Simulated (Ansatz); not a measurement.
## Cu: a changed input and its effect

System: Cu (P6/mmm, 3 atoms in the cell).
Method of the first run: DFT, revPBE, plane waves (420 eV) with PAW, scalar-relativistic, no spin polarisation (Ansatz 0.2.0).

Text and figures count atoms from 1; the logs count them from 0 in places.

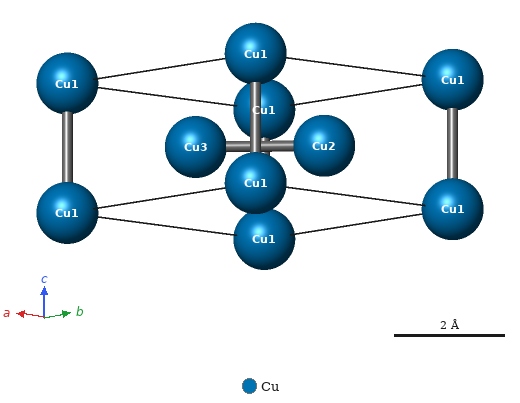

**Figure 1.** The structure (ball-and-stick view of the cell of the calculation, seen at an oblique angle; atoms are numbered from 1 in the order of the input).

Input file, the first run:
```yaml
crystal:
  lattice:
    - [4.0476895401, 0.0, 0.0]
    - [-2.0238447701, 3.5054019684, 0.0]
    - [0.0, 0.0, 2.4316103513]
  atoms:
    - { symbol: Cu, position: [0.0, 1.0, 1.0] }
    - { symbol: Cu, position: [0.3333333333, 0.6666666667, 0.5] }
    - { symbol: Cu, position: [0.6666666667, 0.3333333333, 0.5] }
hamiltonian:
  xc: revpbe
  pseudopotentials:
    kind: paw
    azcp:
      Cu: "pseudopotentials/Cu.paw.azcp"
basis:
  ecutwfc: 420
  fft_grid_basis: typed
kpoints:
  mp_grid: { grid: [12, 12, 16], shift: [0, 0, 0] }
magnetization:
  spin_polarized: false
scf:
  occupations: { method: fermi_dirac, width: 0.1 }
output:
  stress: true
```

Hardware: 2 threads of an Arm (aarch64) CPU, shared host.

Output, shortened to warnings, some set-up lines, iterations and results (the first run):
```
Basis set: ecut = 420 eV, 669 PW (Γ)
Symmetry: 24 space group operations
k-points: 171 of 2304
Initial density: superposition of atomic densities (neutral atoms: chi_scale 0, normalization atom), corrected by the library's trained network
[...]
SCF iter   1: F=—  HF=-19886.306056 eV  |F-HF|=—  |Δ(HF+E_count)|=         —  Δρ=7.76e-3  dr2=1.08e-2  ethr=1.77e-3  ⟨swp⟩=5.1  Hψ=18312  notcnv=0
SCF iter   2: F=—  HF=-19886.304381 eV  |F-HF|=—  |Δ(HF+E_count)|=   1.68e-3  Δρ=2.15e-3  dr2=9.35e-4  ethr=1.90e-5  ⟨swp⟩=2.1  Hψ=9472  notcnv=0
SCF iter   3: F=—  HF=-19886.304324 eV  |F-HF|=—  |Δ(HF+E_count)|=   5.71e-5  Δρ=6.02e-4  dr2=6.29e-5  ethr=1.64e-6  ⟨swp⟩=1.2  Hψ=5753  notcnv=0
SCF iter   4: F=—  HF=-19886.304329 eV  |F-HF|=—  |Δ(HF+E_count)|=   5.64e-6  Δρ=5.94e-5  dr2=4.36e-7  ethr=1.10e-7  ⟨swp⟩=2.1  Hψ=7998  notcnv=0
SCF iter   5: F=—  HF=-19886.304330 eV  |F-HF|=—  |Δ(HF+E_count)|=   5.48e-7  Δρ=3.63e-5  dr2=1.90e-7  ethr=7.65e-10  ⟨swp⟩=2.1  Hψ=10482  notcnv=0
SCF iter   6: F=-19886.304330 eV  HF=-19886.304330 eV  |F-HF|=7.37e-9  |Δ(HF+E_count)|=   8.09e-8  Δρ=7.66e-6  dr2=1.09e-8  ethr=1.75e-10  ⟨swp⟩=4.3  Hψ=21456  notcnv=0
SCF 1 converged in 6 iterations: F = -19886.304330 eV  dr2 = 1.09e-8
SCF converged after 6 iterations
Free energy (F): -19886.304330 eV
Harris-Foulkes:  -19886.304330 eV  (|F-HF|=7.37e-9)
Internal energy: -19886.273140 eV  (E = F + TS)
E sigma→0 (E₀):  -19886.288735 eV
Entropy (-TS):   -0.031190 eV (-10.397 meV/atom)
Fermi energy:    17.473202 eV
--- Per-component energies (eV) ---
  E_band       = -1044.757857
  E_kinetic    = 900.989568
  E_local      = -12036.213047  (includes V_loc(G=0)·N_el)
  E_nonlocal   = 1168.609212
  E_hartree    = 5311.463106
  E_xc         = -269.621079
  E_vxc        = -347.676027  (∫ρ·V_xc dr)
  E_paw        = -4999.471781  (= ΣΔE_a)
  E_vpaw       = -1353.398379  (= ΣTr[D̂ρ^β])
  E_aug_tail   = 0.000927  (compensation charges beyond the density's cutoff)
  E_ewald      = -9961.940186
  E_core_change = -0.089859  (= ΣΔE_core)
  E_smearing   = -0.031190  (= −TS)
  E_closure    = -0.000000  (closes the sum)
  Σ components = -19886.304330   (vs F -19886.304330, Δ=0.00e0)
--- Stress (GPa, compression-positive) ---
       12.819909       0.000000       0.000000
        0.000000      12.819909       0.000000
        0.000000       0.000000      12.161125
  P = ⅓ Tr σ = 12.6003 GPa (126.003 kbar)
```

For the second run the input was changed thus:
```diff
-    - [4.0476895401, 0.0, 0.0]
-    - [-2.0238447701, 3.5054019684, 0.0]
-    - [0.0, 0.0, 2.4316103513]
+    - [4.1055214898, 0.0, 0.0]
+    - [-2.0527607449, 3.555485906, 0.0]
+    - [0.0, 0.0, 2.4663523359]
```

Predict how the results change.

With the same functional and potentials, the second run lies 27.9 meV per atom lower. The pressure goes from 12.60 to 5.53 GPa. The volume per atom goes from 11.50 to 12.00 Å³. The cell is scaled evenly with the atoms at fixed fractional positions, so −ΔP/Δ ln V estimates the bulk modulus midway between the two volumes: about 170 GPa. The number of SCF iterations is the same. The plane waves at Γ go from 669 to 681.

Output, shortened to warnings, some set-up lines, iterations and results (the second run):
```
Basis set: ecut = 420 eV, 681 PW (Γ)
Symmetry: 24 space group operations
k-points: 171 of 2304
Initial density: superposition of atomic densities (neutral atoms: chi_scale 0, normalization atom), corrected by the library's trained network
[...]
SCF iter   1: F=—  HF=-19886.389617 eV  |F-HF|=—  |Δ(HF+E_count)|=         —  Δρ=7.65e-3  dr2=1.11e-2  ethr=1.77e-3  ⟨swp⟩=5.0  Hψ=18227  notcnv=0
SCF iter   2: F=—  HF=-19886.387973 eV  |F-HF|=—  |Δ(HF+E_count)|=   1.64e-3  Δρ=2.16e-3  dr2=1.06e-3  ethr=1.95e-5  ⟨swp⟩=2.4  Hψ=10178  notcnv=0
SCF iter   3: F=—  HF=-19886.387903 eV  |F-HF|=—  |Δ(HF+E_count)|=   6.97e-5  Δρ=6.13e-4  dr2=7.35e-5  ethr=1.86e-6  ⟨swp⟩=1.1  Hψ=5649  notcnv=0
SCF iter   4: F=—  HF=-19886.387906 eV  |F-HF|=—  |Δ(HF+E_count)|=   2.99e-6  Δρ=6.31e-5  dr2=5.63e-7  ethr=1.29e-7  ⟨swp⟩=2.3  Hψ=8230  notcnv=0
SCF iter   5: F=—  HF=-19886.387907 eV  |F-HF|=—  |Δ(HF+E_count)|=   4.89e-7  Δρ=3.76e-5  dr2=2.12e-7  ethr=9.88e-10  ⟨swp⟩=2.1  Hψ=10433  notcnv=0
SCF iter   6: F=-19886.387907 eV  HF=-19886.387907 eV  |F-HF|=5.58e-9  |Δ(HF+E_count)|=   1.05e-7  Δρ=7.04e-6  dr2=1.17e-8  ethr=1.75e-10  ⟨swp⟩=4.3  Hψ=21500  notcnv=0
SCF 1 converged in 6 iterations: F = -19886.387907 eV  dr2 = 1.17e-8
SCF converged after 6 iterations
Free energy (F): -19886.387907 eV
Harris-Foulkes:  -19886.387907 eV  (|F-HF|=5.58e-9)
Internal energy: -19886.356252 eV  (E = F + TS)
E sigma→0 (E₀):  -19886.372080 eV
Entropy (-TS):   -0.031655 eV (-10.552 meV/atom)
Fermi energy:    16.549334 eV
--- Per-component energies (eV) ---
  E_band       = -1090.550523
  E_kinetic    = 899.307002
  E_local      = -12271.575512  (includes V_loc(G=0)·N_el)
  E_nonlocal   = 1170.120813
  E_hartree    = 5407.159924
  E_xc         = -268.480104
  E_vxc        = -346.096190  (∫ρ·V_xc dr)
  E_paw        = -5001.186981  (= ΣΔE_a)
  E_vpaw       = -1356.632048  (= ΣTr[D̂ρ^β])
  E_aug_tail   = 0.000943  (compensation charges beyond the density's cutoff)
  E_ewald      = -9821.612477
  E_core_change = -0.089859  (= ΣΔE_core)
  E_smearing   = -0.031655  (= −TS)
  E_closure    = 0.000000  (closes the sum)
  Σ components = -19886.387907   (vs F -19886.387907, Δ=0.00e0)
--- Stress (GPa, compression-positive) ---
        5.707124      -0.000000      -0.000000
        0.000000       5.707124      -0.000000
       -0.000000      -0.000000       5.189622
  P = ⅓ Tr σ = 5.5346 GPa (55.346 kbar)
```

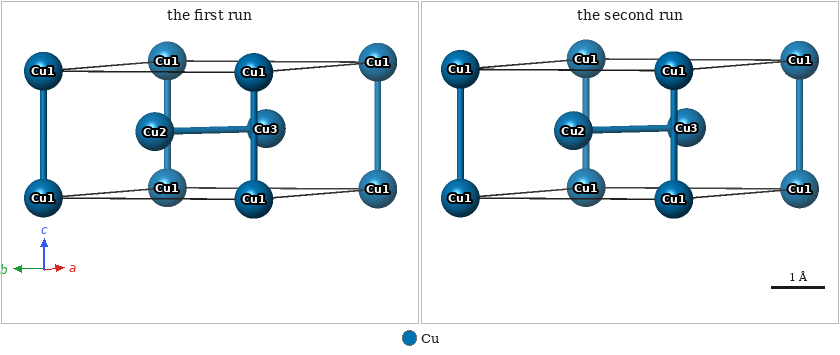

**Figure 2.** The two input geometries at one scale (ball-and-stick view of the cell of the calculation, seen at an oblique angle). No atom moves by more than 0.005 Å relative to the cell. The volume changes by +4.3 %, with a = b 4.048 → 4.106 Å (+1.4 %), c 2.432 → 2.466 Å (+1.4 %). Among the contacts that change: Cu1–Cu1 2.432 → 2.466 Å, Cu2–Cu3 2.337 → 2.370 Å.

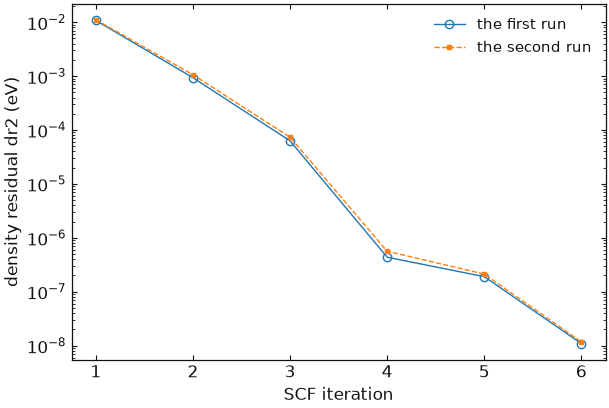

**Figure 3.** Convergence of the two runs: density residual dr2 against the SCF iteration. The first run takes 6 iterations in all, and the second run takes 6.

The two runs side by side:

| quantity | the first run | the second run |
| --- | --- | --- |
| outcome | converged | converged |
| free energy per atom (eV) | −6628.7681 | −6628.7960 |
| energy per atom, smearing taken to zero (eV) | −6628.7629 | −6628.7907 |
| pressure (GPa) | 12.60 | 5.53 |
| volume per atom (Å³) | 11.50 | 12.00 |
| SCF iterations | 6 | 6 |
| irreducible k-points | 171 | 171 |
| plane waves at Γ | 669 | 681 |
| wall time (shared host) | 5.5 s | 5.8 s |

For the first run: The cell is under a pressure of 12.6 GPa at this level, so it is not at its equilibrium volume. For the second run: The cell is under a pressure of 5.5 GPa at this level, so it is not at its equilibrium volume.
